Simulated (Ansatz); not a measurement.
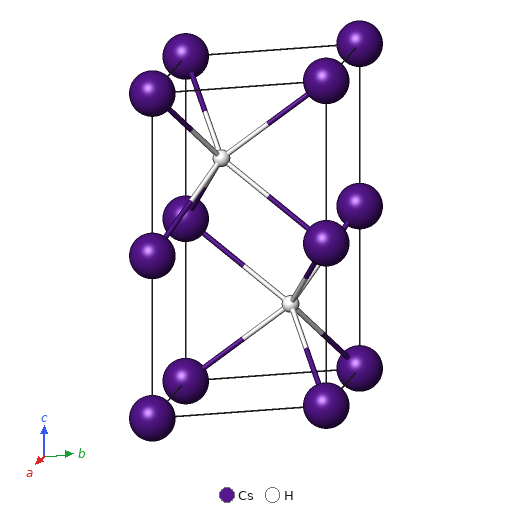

System: CsH, space group P6_3/mmc (No. 194) (cell built by us, not taken from a database). The picture shows the cell.

Input of the run:
```
crystal:
  lattice:
    - [4.3682285155, 0.0, 0.0]
    - [-2.1841142577, 3.7829968639, 0.0]
    - [0.0, 0.0, 7.8490600273]
  atoms:
    - { symbol: Cs, position: [0.0, 0.0, 0.0] }
    - { symbol: Cs, position: [0.0, 0.0, 0.5] }
    - { symbol: H, position: [0.3333333333, 0.6666666667, 0.25] }
    - { symbol: H, position: [0.6666666667, 0.3333333333, 0.75] }
kpoints:
  mp_grid: { grid: [6, 6, 4] }
hamiltonian:
  xc: r2scan
scf:
  occupations: { method: fixed }
dielectric: {}
```

Launched with:
```bash
ansatz run input.yaml --threads 2 --pin off --max-ram 2211MiB --backend cpu --events-out ev --progress --plain --runs-dir out
```

How it was computed, with Ansatz 0.2.0: Born effective charges by linear response at the zone centre, in units of the proton charge, Cartesian axes of the given cell; DFT, r2SCAN, plane waves, PAW. Level: r2SCAN, no spin polarisation.

```tsv
setting	value
periodic directions	3
potentials	PAW
wave cutoff	500 eV
k mesh	6×6×4
```

What does the calculation give for the mean Born effective charge of each atom? The cases: Cs 1; Cs 2; H 1; H 2.

All are equal in size, 1.11 e, and the charges add up to 0.00 e. The diagonal components of each atom differ by at most 0.05 e. The Born charge xx, in e, is 1.093 for Cs 1, 1.093 for Cs 2, −1.093 for H 1 and −1.093 for H 2. The Born charge zz, in e, is 1.144 for Cs 1, 1.144 for Cs 2, −1.144 for H 1 and −1.144 for H 2.

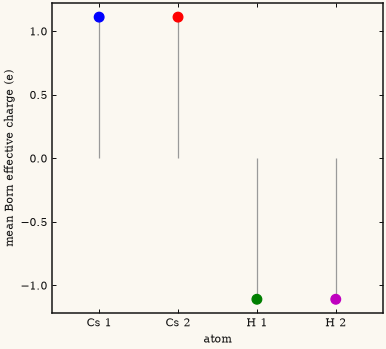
